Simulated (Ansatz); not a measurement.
**Ge2Se3: density, localisation and related maps**

```
Ge Se
1.0
     6.72838    0.00000    0.00000
    -3.36419    5.82695    0.00000
     0.00000    0.00000   18.37923
Ge Se
12 18
Direct
  0.33333 0.66667 0.01072
  0.00000 0.00000 0.34405
  0.66667 0.33333 0.67739
  0.00000 0.00000 0.15595
  0.66667 0.33333 0.48928
  0.33333 0.66667 0.82261
  0.33333 0.66667 0.32261
  0.00000 0.00000 0.65595
  0.66667 0.33333 0.98928
  0.66667 0.33333 0.17739
  0.33333 0.66667 0.51072
  0.00000 0.00000 0.84405
  0.31136 0.00000 0.25000
  0.97803 0.33333 0.58333
  0.64470 0.66667 0.91667
  0.00000 0.31136 0.25000
  0.66667 0.64470 0.58333
  0.33333 0.97803 0.91667
  0.68864 0.68864 0.25000
  0.35530 0.02197 0.58333
  0.02197 0.35530 0.91667
  0.35530 0.33333 0.08333
  0.02197 0.66667 0.41667
  0.68864 0.00000 0.75000
  0.66667 0.02197 0.08333
  0.33333 0.35530 0.41667
  0.00000 0.68864 0.75000
  0.97803 0.64470 0.08333
  0.64470 0.97803 0.41667
  0.31136 0.31136 0.75000
```

Space group R-3c; started from the corundum_167 prototype, which need not be the ambient phase.

Computed with DFT PBE, scalar-relativistic, plane waves, PAW in Ansatz.

In a PAW calculation such maps are meaningful between the atoms, not at the nuclei.

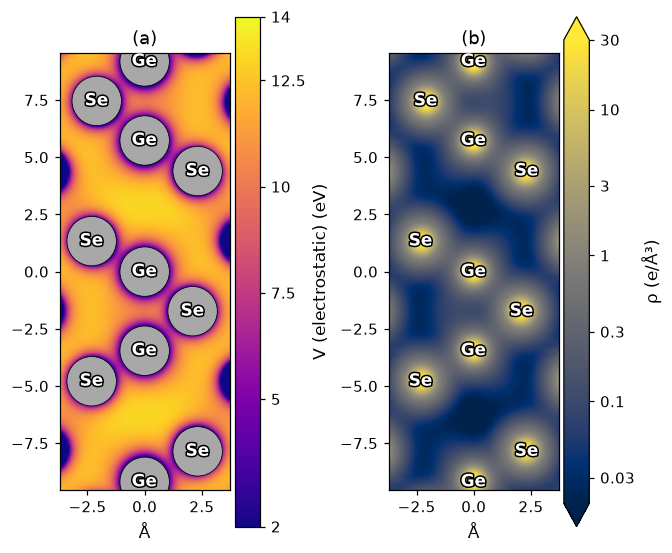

Figure 1. (a) electrostatic potential (local pseudopotential plus Hartree) felt by an electron; (b) valence pseudo-density on the (100) plane of the conventional cell. Grey discs cover the atomic cores in the potential map.

> Describe what can be read from this map.

Atoms in the plane: Ge and Se. Ge–Se (2.68 Å): ρ is about 0.36 e/Å³ halfway. Between the atoms the lowest density in this plane is 0.008 e/Å³. Outside the cores the potential energy rises away from the atoms and is highest about 2.6 Å from the nearest atoms; its zero is arbitrary.

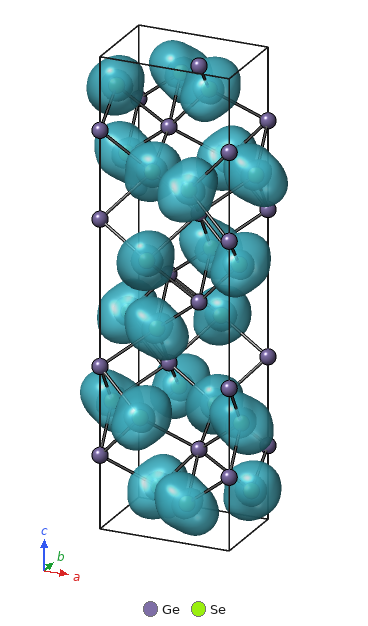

Figure 2. Isosurface of the ELF at 0.7 (cyan), seen slightly off an axis. Only the valence region is drawn (cores and ρ < 0.01 e/Å³ removed). Sticks mark near contacts.

> Identify the bonds, lone pairs and shells in this picture.

At this value the surface marks out 18 regions wrapped around Se (the valence shell of each), counted in one cell of 30 atoms. Any copies at cell faces, edges or corners count once. Profiles from the grid: Ge–Se (2.68 Å): the ELF is about 0.60 at the midpoint.

> Metal or insulator at this level of theory?

It is metallic or semimetallic at this level of theory: no gap opens.
